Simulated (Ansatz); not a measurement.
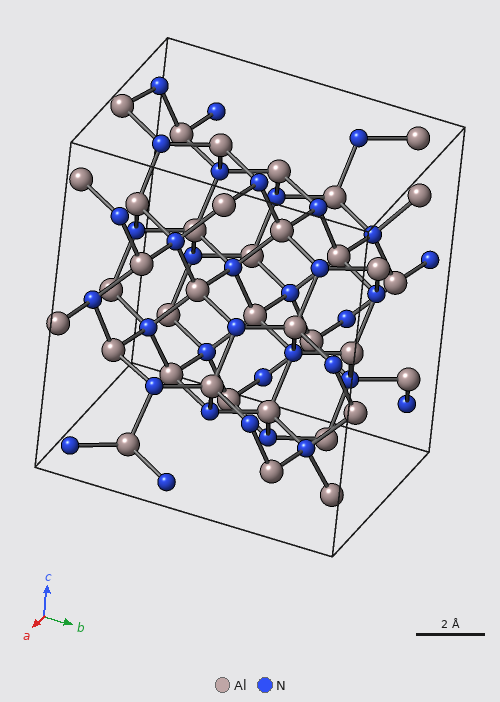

The input geometry (ball-and-stick view of the cell of the calculation, seen slightly off an axis). Near neighbours in the crystal (not all of them lie inside the picture): Al has 4 N at 1.89 to 1.93 Å; Al has 3 N at 1.88 to 1.97 Å; N has 4 Al at 1.88 to 1.97 Å.

## Al$_{32}$N$_{31}$ (charge +1): geometry relaxation (part 1 of 4)

- system: Al$_{32}$N$_{31}$ (defect cell, 63 atoms in the cell, total charge +1)
- method: DFT PBE, scalar-relativistic, plane waves, PAW, no spin polarisation (Ansatz 0.2.0)

The structure derives from an entry of the Crystallography Open Database.

The input
```yaml
crystal:
  lattice:
    - [1.565122784, 8.132616546, 5.0179604223]
    - [-1.565122784, -8.132616546, 5.0179604223]
    - [7.8256139201, -2.710872182, -5.0179604223]
  atoms:
    - { symbol: Al, position: [0.8327965662, 0.2480676487, 0.0850401255] }
    - { symbol: Al, position: [0.5808497329, 0.1220301915, 0.7089390688] }
    - { symbol: Al, position: [0.5827821706, 0.8744044547, 0.4578708569] }
    - { symbol: Al, position: [0.5828046695, 0.625119004, 0.2087833309] }
    - { symbol: Al, position: [0.0857611169, 0.1261366432, 0.2092179752] }
    - { symbol: Al, position: [0.5807032032, 0.3720923028, 0.9589285074] }
    - { symbol: Al, position: [0.0805454845, 0.8741356031, 0.9574030824] }
    - { symbol: Al, position: [0.8333675035, 1.000185499, 0.8325969236] }
    - { symbol: Al, position: [0.832793447, 0.7498087039, 0.5833647819] }
    - { symbol: Al, position: [0.3335243845, 0.250093061, 0.5835646597] }
    - { symbol: Al, position: [0.8332491547, 0.5009583656, 0.3334355225] }
    - { symbol: Al, position: [0.3344453352, 0.999670523, 0.3317347691] }
    - { symbol: Al, position: [0.3246444171, 0.7510583416, 0.0756523943] }
    - { symbol: Al, position: [0.08045117, 0.6233518163, 0.7066308553] }
    - { symbol: Al, position: [0.0855783198, 0.3766216508, 0.4598004889] }
    - { symbol: Al, position: [0.3344955573, 0.5029288685, 0.8351818342] }
    - { symbol: Al, position: [0.6755342103, 0.1230702051, 0.2903770786] }
    - { symbol: Al, position: [0.4038669685, 0.9884859139, 0.9174212794] }
    - { symbol: Al, position: [0.4173485069, 0.7509921854, 0.6686533342] }
    - { symbol: Al, position: [0.4180156663, 0.500659118, 0.4175953257] }
    - { symbol: Al, position: [0.9162193311, 1.000262105, 0.4161955614] }
    - { symbol: Al, position: [0.4171255374, 0.249046733, 0.166517008] }
    - { symbol: Al, position: [0.9167298063, 0.7485921821, 0.1664397719] }
    - { symbol: Al, position: [0.6769708011, 0.8866376857, 0.0551408186] }
    - { symbol: Al, position: [0.6659763465, 0.6257627701, 0.7935215076] }
    - { symbol: Al, position: [0.1655999785, 0.1257306117, 0.7905741582] }
    - { symbol: Al, position: [0.6658575072, 0.3727426401, 0.5404430487] }
    - { symbol: Al, position: [0.1659590199, 0.8754140789, 0.5404326229] }
    - { symbol: Al, position: [0.1666147008, 0.6241630117, 0.291301234] }
    - { symbol: Al, position: [0.9109274052, 0.4958699859, 0.9152537199] }
    - { symbol: Al, position: [0.916525309, 0.2505711141, 0.6680825656] }
    - { symbol: Al, position: [0.1663996668, 0.3756830685, 0.0424323466] }
    - { symbol: "N", position: [0.2710645037, 0.8138034135, 0.7059411604] }
    - { symbol: "N", position: [0.2762742088, 0.5671150565, 0.4598166445] }
    - { symbol: "N", position: [0.2761574424, 0.3169696871, 0.2092012698] }
    - { symbol: "N", position: [0.7759103394, 0.8134944359, 0.2105884019] }
    - { symbol: "N", position: [0.2706972274, 0.065659638, 0.95748179] }
    - { symbol: "N", position: [0.7707011714, 0.5630200505, 0.9584067225] }
    - { symbol: "N", position: [0.52692056, 0.6972557342, 0.8401315366] }
    - { symbol: "N", position: [0.5244287278, 0.4407820849, 0.5839902827] }
    - { symbol: "N", position: [0.0239463803, 0.9408603922, 0.5833201379] }
    - { symbol: "N", position: [0.5266869358, 0.1871681939, 0.3298302237] }
    - { symbol: "N", position: [0.0250886239, 0.6909312266, 0.3332440802] }
    - { symbol: "N", position: [0.022243754, 0.4395611156, 0.082987638] }
    - { symbol: "N", position: [0.7705846241, 0.3124834514, 0.7078649451] }
    - { symbol: "N", position: [0.7755453493, 0.0655399503, 0.4621191435] }
    - { symbol: "N", position: [0.0247205485, 0.1920898774, 0.8340914726] }
    - { symbol: "N", position: [0.8615521523, 0.3205080795, 0.294103086] }
    - { symbol: "N", position: [0.6030363877, 0.1842250093, 0.91910239] }
    - { symbol: "N", position: [0.6064267858, 0.9397473407, 0.6663231253] }
    - { symbol: "N", position: [0.6073735163, 0.6908634046, 0.416889577] }
    - { symbol: "N", position: [0.1080568473, 0.1913523455, 0.416933464] }
    - { symbol: "N", position: [0.6064066219, 0.440334411, 0.1668397592] }
    - { symbol: "N", position: [0.1073108684, 0.9402767396, 0.1666469883] }
    - { symbol: "N", position: [0.8619242644, 0.0678777406, 0.0415607968] }
    - { symbol: "N", position: [0.855395347, 0.8151916181, 0.7910364008] }
    - { symbol: "N", position: [0.3572670116, 0.3168825504, 0.7918771314] }
    - { symbol: "N", position: [0.8552990537, 0.5646708404, 0.5404748716] }
    - { symbol: "N", position: [0.3575035498, 0.0656513285, 0.5406620565] }
    - { symbol: "N", position: [0.3578115825, 0.8154589227, 0.2885175781] }
    - { symbol: "N", position: [0.0951597545, 0.6845312125, 0.9108094891] }
    - { symbol: "N", position: [0.1074300936, 0.4410096152, 0.6673179133] }
    - { symbol: "N", position: [0.3578445188, 0.5697254591, 0.0426758052] }
  host:
    lattice:
      - [3.130245568, 0.0, 0.0]
      - [-1.565122784, 2.710872182, 0.0]
      - [0.0, 0.0, 5.0179604223]
    atoms:
      - { symbol: Al, position: [0.3333333333, 0.6666666667, -0.0007713538] }
      - { symbol: Al, position: [0.6666666667, 0.3333333333, 0.4992286462] }
      - { symbol: "N", position: [0.3333333333, 0.6666666667, 0.3807713538] }
      - { symbol: "N", position: [0.6666666667, 0.3333333333, 0.8807713538] }
total_charge: 1
basis:
  ecutwfc: 420
  xc_grid: 2
kpoints:
  mp_grid: { grid: [2, 2, 2], shift: [0.5, 0.5, 0.5] }
hamiltonian:
  xc: pbe
scf:
  occupations: { method: gaussian, width: 0.01 }
output:
  forces: true
  stress: false
  eigenvalues: true
  charged_corrections:
    defect_position: [0.52371901, 0.94038568, 0.08333333]
    epsilon: [[8.2949, 0.0, 0.0], [0.0, 8.2949, 0.0], [0.0, 0.0, 9.8373]]
  write_density: true
  write_potential: true
  elf: true
  volumetric_format: npy
relax:
  adjacent_minimum: "off"
  f_tol: 0.025
  max_steps: 60
```

Run on 4 threads of Arm Neoverse V1, 24 GiB of memory available, shared host.

Command:
```bash
ansatz run input.yaml --threads 4 --pin off --max-ram 10240MiB --backend cpu --events-out ev --progress --plain --runs-dir out
```

Output
```
Engine: ansatz 0.2.0, aarch64-unknown-linux-gnu
Pseudopotentials: kind: paw
Pseudopotential: Al, paw, valence charge 3, recommended cutoff 420 eV (normal), Al.paw.azcp
Pseudopotential: N, paw, valence charge 5, recommended cutoff 420 eV (normal), N.paw.azcp
Functional definition: PBE
  parameter kappa = 0.804
  parameter beta = 0.06672455060314922
  exchange = pbe_x(kappa = kappa, mu = beta*pi^2/3)
  correlation = pbe_c(beta = beta)
Crystal: 63 atoms, lattice volume = 681.294 Å³
Basis set: ecut = 420 eV, 13335 PW (Γ), exchange–correlation on 144×144×144 points (8 copies of the dense FFT grid, shifted against one another)
Bands: 188, of which v1, the nominal top of the filled ones, is band 125 counted from 1 (124 counted from 0)
Symmetry: 1 space group operations
Space group: P1 (ITA 1), of the structure as read, at distance tolerance 8.8e-5 Å
k-points: 4 of 8 (time reversal used)
Non-local potential: Al, projectors of the file, l = 0: 2, l = 1: 2, l = 2: 1
Non-local potential: N, projectors of the file, l = 0: 2, l = 1: 2, l = 2: 1
PAW form: soft (Blöchl's): semilocal exchange-correlation on the pseudo side does not see the compensation charge
PAW one-centre angular grid: Al, 110 points (default); XC on 64 Gauss nodes
PAW one-centre angular grid: N, 110 points (default); XC on 64 Gauss nodes
Initial density: superposition of atomic densities (neutral atoms scaled as one to the charged cell's electrons: chi_scale 0, normalization atom), corrected by the library's trained network
Initial wavefunctions: pseudopotential atomic-orbital guess
Functional: x = pbe(κ = 0.804, μ = 0.2195149727645171), c = pbe(β = 0.06672455060314922)
SCF iter   1: F=—  HF=-29196.318751 eV  |F-HF|=—  |Δ(HF+E_count)|=         —  Δρ=6.60e-3  dr2=8.08e-1  ethr=1.77e-3  ⟨swp⟩=6.0  Hψ=3443  notcnv=0  defer=88
preconditioner: auto → Resta (q_TF=auto, 2.308 Å⁻¹)  ε∞=4.1  [insulator: Δε(μ)=3.017 eV  Ē_g=12.803 eV  σ=0.010 eV  W_gap=1.00  n_scr=148 (ndim 8)  ℏωp=22.5 eV  f_vac=0.000  D(μ)=0.00/eV (n_scr^D=0)  ε∞_Penn≈4.1]
SCF iter   2: F=—  HF=-29196.119876 eV  |F-HF|=—  |Δ(HF+E_count)|=   1.99e-1  Δρ=2.44e-3  dr2=1.38e-1  ethr=3.23e-4  ⟨swp⟩=3.0  Hψ=1207  notcnv=0  defer=232
SCF iter   3: F=—  HF=-29196.079672 eV  |F-HF|=—  |Δ(HF+E_count)|=   4.02e-2  Δρ=1.18e-3  dr2=2.10e-2  ethr=5.51e-5  ⟨swp⟩=3.0  Hψ=931  notcnv=0  defer=232
SCF iter   4: F=—  HF=-29196.072545 eV  |F-HF|=—  |Δ(HF+E_count)|=   7.13e-3  Δρ=3.18e-4  dr2=8.23e-4  ethr=8.42e-6  ⟨swp⟩=3.0  Hψ=1109  notcnv=0  defer=232
SCF iter   5: F=—  HF=-29196.072176 eV  |F-HF|=—  |Δ(HF+E_count)|=   3.69e-4  Δρ=1.10e-4  dr2=8.28e-5  ethr=3.29e-7  ⟨swp⟩=2.5  Hψ=1052  notcnv=0  defer=231
SCF iter   6: F=-29196.072166 eV  HF=-29196.072167 eV  |F-HF|=1.52e-6  |Δ(HF+E_count)|=   9.03e-6  Δρ=3.79e-5  dr2=8.29e-6  ethr=6.25e-9  ⟨swp⟩=20.8  Hψ=7770  notcnv=0
SCF 1 converged in 6 iterations: F = -29196.072166 eV  dr2 = 8.29e-6
  greatest PAW one-centre occupation: 0.790 electrons in one spin orbital (limit 2), on the N atom at site 60 (counted from 0), in its partial waves of l = 0
relax step   1: F+E_penalty+E_count = -29196.07216587 eV  Δ(F+E_penalty+E_count) = +0.000e0 eV  max|allowed force component| = 1.630e0 eV/Å  Δτ_max = 0.0000 Å  (6 SCF iters, dr2 threshold 1.56e-5 eV, accepted)
Initial density: handed on by an earlier stage of this run
Initial wavefunctions: those handed on with the density
iter 1 solved again at ethr=8.12e-5 eV; its pass at ethr=3.10e-3 eV (dr2=2.03e-1 eV) is discarded
SCF iter   1: F=—  HF=-29196.692848 eV  |F-HF|=—  |Δ(HF+E_count)|=         —  Δρ=5.39e-3  dr2=2.04e-1  ethr=8.12e-5  ⟨swp⟩=1.0  Hψ=2672  notcnv=0  defer=230
preconditioner: auto → Resta (q_TF=auto, 2.308 Å⁻¹)  ε∞=4.1  [insulator: Δε(μ)=3.437 eV  Ē_g=12.784 eV  σ=0.010 eV  W_gap=1.00  n_scr=148 (ndim 8)  ℏωp=22.5 eV  f_vac=0.000  D(μ)=0.00/eV (n_scr^D=0)  ε∞_Penn≈4.1]
SCF iter   2: F=—  HF=-29196.650486 eV  |F-HF|=—  |Δ(HF+E_count)|=   4.24e-2  Δρ=2.87e-3  dr2=5.54e-2  ethr=8.12e-5  ⟨swp⟩=2.5  Hψ=872  notcnv=0  defer=230
SCF iter   3: F=—  HF=-29196.639846 eV  |F-HF|=—  |Δ(HF+E_count)|=   1.06e-2  Δρ=1.17e-3  dr2=9.59e-3  ethr=2.22e-5  ⟨swp⟩=2.0  Hψ=997  notcnv=0  defer=230
SCF iter   4: F=—  HF=-29196.637924 eV  |F-HF|=—  |Δ(HF+E_count)|=   1.92e-3  Δρ=2.26e-4  dr2=2.95e-4  ethr=3.84e-6  ⟨swp⟩=2.0  Hψ=1026  notcnv=0  defer=230
SCF iter   5: F=-29196.637927 eV  HF=-29196.637959 eV  |F-HF|=3.24e-5  |Δ(HF+E_count)|=   3.53e-5  Δρ=9.41e-5  dr2=5.51e-5  ethr=4.00e-8  ⟨swp⟩=18.8  Hψ=6513  notcnv=0
SCF 2 converged in 5 iterations: F = -29196.637927 eV  dr2 = 5.51e-5
  greatest PAW one-centre occupation: 0.788 electrons in one spin orbital (limit 2), on the N atom at site 35 (counted from 0), in its partial waves of l = 0
relax step   2: F+E_penalty+E_count = -29196.63792704 eV  Δ(F+E_penalty+E_count) = -5.658e-1 eV  max|allowed force component| = 5.037e-1 eV/Å  Δτ_max = 0.1367 Å  (5 SCF iters, dr2 threshold 1.00e-4 eV, accepted)
SCF iter   1: F=—  HF=-29196.738643 eV  |F-HF|=—  |Δ(HF+E_count)|=         —  Δρ=2.71e-3  dr2=9.07e-2  ethr=8.55e-5  ⟨swp⟩=3.0  Hψ=1446  notcnv=0  defer=229
preconditioner: auto → Resta (q_TF=auto, 2.308 Å⁻¹)  ε∞=4.1  [insulator: Δε(μ)=3.519 eV  Ē_g=12.780 eV  σ=0.010 eV  W_gap=1.00  n_scr=148 (ndim 8)  ℏωp=22.5 eV  f_vac=0.000  D(μ)=0.00/eV (n_scr^D=0)  ε∞_Penn≈4.1]
SCF iter   2: F=—  HF=-29196.715027 eV  |F-HF|=—  |Δ(HF+E_count)|=   2.36e-2  Δρ=1.19e-3  dr2=1.53e-2  ethr=3.63e-5  ⟨swp⟩=3.0  Hψ=1262  notcnv=0  defer=229
SCF iter   3: F=—  HF=-29196.710547 eV  |F-HF|=—  |Δ(HF+E_count)|=   4.48e-3  Δρ=4.36e-4  dr2=1.23e-3  ethr=6.10e-6  ⟨swp⟩=2.8  Hψ=931  notcnv=0  defer=229
SCF iter   4: F=—  HF=-29196.710323 eV  |F-HF|=—  |Δ(HF+E_count)|=   2.25e-4  Δρ=1.36e-4  dr2=1.38e-4  ethr=4.91e-7  ⟨swp⟩=2.2  Hψ=1063  notcnv=0  defer=229
SCF iter   5: F=-29196.710313 eV  HF=-29196.710317 eV  |F-HF|=4.16e-6  |Δ(HF+E_count)|=   5.47e-6  Δρ=3.35e-5  dr2=8.09e-6  ethr=6.34e-9  ⟨swp⟩=17.8  Hψ=6500  notcnv=0
SCF 3 converged in 5 iterations: F = -29196.710313 eV  dr2 = 8.09e-6
  greatest PAW one-centre occupation: 0.788 electrons in one spin orbital (limit 2), on the N atom at site 62 (counted from 0), in its partial waves of l = 0
relax step   3: F+E_penalty+E_count = -29196.71031286 eV  Δ(F+E_penalty+E_count) = -7.239e-2 eV  max|allowed force component| = 5.400e-2 eV/Å  Δτ_max = 0.0296 Å  (5 SCF iters, dr2 threshold 1.59e-5 eV, accepted)
SCF iter   1: F=—  HF=-29196.711647 eV  |F-HF|=—  |Δ(HF+E_count)|=         —  Δρ=2.91e-4  dr2=1.10e-3  ethr=4.84e-6  ⟨swp⟩=2.2  Hψ=1399  notcnv=0  defer=229
preconditioner: auto → Resta (q_TF=auto, 2.308 Å⁻¹)  ε∞=4.1  [insulator: Δε(μ)=3.526 eV  Ē_g=12.780 eV  σ=0.010 eV  W_gap=1.00  n_scr=148 (ndim 8)  ℏωp=22.5 eV  f_vac=0.000  D(μ)=0.00/eV (n_scr^D=0)  ε∞_Penn≈4.1]
SCF iter   2: F=—  HF=-29196.711371 eV  |F-HF|=—  |Δ(HF+E_count)|=   2.77e-4  Δρ=1.28e-4  dr2=1.86e-4  ethr=4.41e-7  ⟨swp⟩=1.0  Hψ=868  notcnv=0  defer=229
SCF iter   3: F=—  HF=-29196.711335 eV  |F-HF|=—  |Δ(HF+E_count)|=   3.54e-5  Δρ=4.52e-5  dr2=1.29e-5  ethr=7.43e-8  ⟨swp⟩=2.0  Hψ=899  notcnv=0  defer=229
SCF iter   4: F=—  HF=-29196.711087 eV  |F-HF|=—  |Δ(HF+E_count)|=   2.48e-4  Δρ=1.49e-5  dr2=1.55e-6  ethr=5.14e-9  ⟨swp⟩=2.0  Hψ=987  notcnv=0  defer=229
SCF iter   5: F=-29196.711087 eV  HF=-29196.711087 eV  |F-HF|=4.60e-8  |Δ(HF+E_count)|=   1.35e-8  Δρ=3.64e-6  dr2=9.32e-8  ethr=4.00e-11  ⟨swp⟩=13.2  Hψ=5221  notcnv=0
SCF 4 converged in 5 iterations: F = -29196.711087 eV  dr2 = 9.32e-8
  greatest PAW one-centre occupation: 0.788 electrons in one spin orbital (limit 2), on the N atom at site 59 (counted from 0), in its partial waves of l = 0
relax step   4: F+E_penalty+E_count = -29196.71108708 eV  Δ(F+E_penalty+E_count) = -7.742e-4 eV  max|allowed force component| = 2.240e-2 eV/Å  Δτ_max = 0.0042 Å  (5 SCF iters, accepted)
```

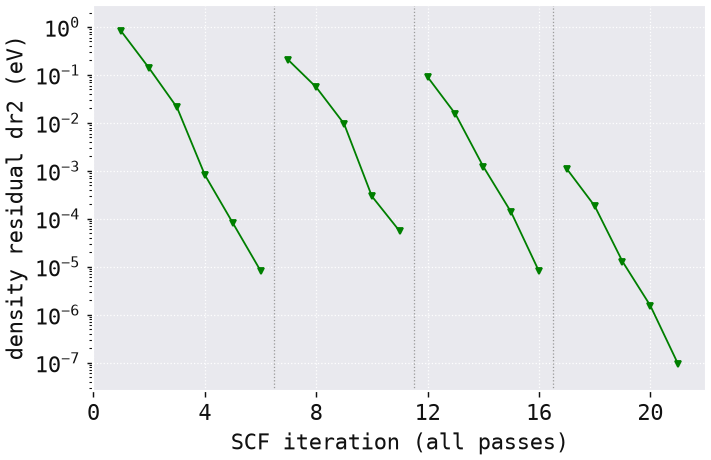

Convergence of the self-consistent field: density residual dr2 against the SCF iteration. The dotted lines part the SCF passes of the relaxation: geometry steps, rejected trials and re-solves on a re-selected basis. The passes take 6, 5, 5 and 5 iterations.

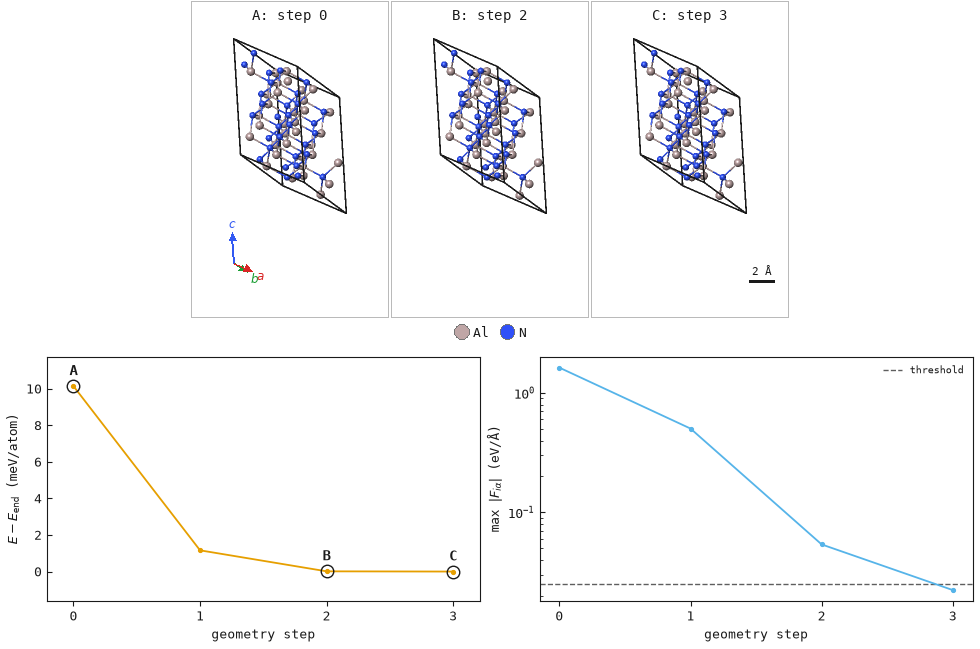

Frames of the relaxation (ball-and-stick view of the cell of the calculation, seen at an oblique angle) above the curves, on which the letters mark them (the first geometry is step 0 here and step 1 in the log).

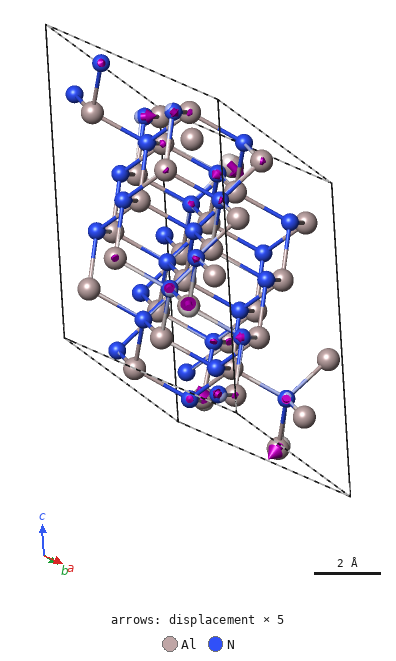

Start (faint) and end (solid) with the displacements as pink arrows, magnified 5 times (ball-and-stick view of the cell of the calculation, seen at an oblique angle). After 3 geometry steps the energy has fallen by 10.1 meV per atom. The largest force component goes from 1.6 to 0.022 eV/Å. The largest moves, 0.14 Å, are those of Al18 and Al24. Largest moves by element: Al 0.14 Å, N 0.10 Å. The cell stays as it was. Among the contacts that change: Al18–N49 1.973 → 1.894 Å, Al24–N39 1.958 → 1.882 Å, Al17–N42 1.942 → 1.882 Å, Al13–N63 1.925 → 1.874 Å. Among the angles that change: N60–Al13–N63 106.8° → 113.2°, Al1–N55–Al24 104.5° → 110.5°, Al1–N48–Al17 104.7° → 110.5°. (Atoms are counted from 1 in the order of the input.)

```
SCF converged after 5 iterations
Free energy (F): -29196.711087 eV
Harris-Foulkes:  -29196.711087 eV  (|F-HF|=4.60e-8)
Internal energy: -29196.711087 eV  (E = F + TS)
E sigma→0 (E₀):  -29196.711087 eV
Fermi energy:    8.977782 eV
--- Per-component energies (eV) ---
  E_band       = 413.424663
  E_kinetic    = 4923.451465
  E_local      = -7252.556365  (includes V_loc(G=0)·N_el)
  E_nonlocal   = 1720.470403
  E_hartree    = 2546.914350
  E_xc         = -3178.734954
  E_vxc        = -3352.568538  (∫ρ·V_xc dr)
  E_paw        = -18911.758030  (= ΣΔE_a)
  E_vpaw       = -719.214153  (= ΣTr[D̂ρ^β])
  E_aug_tail   = 0.003020  (compensation charges beyond the density's cutoff)
  E_ewald      = -9044.500976
  E_smearing   = -0.000000  (= −TS)
  E_closure    = -0.000000  (closes the sum)
  E_deformation_potential = 16.689508  (in the stress; not in F)
  Σ components = -29196.711087   (vs F -29196.711087, Δ=0.00e0)
```
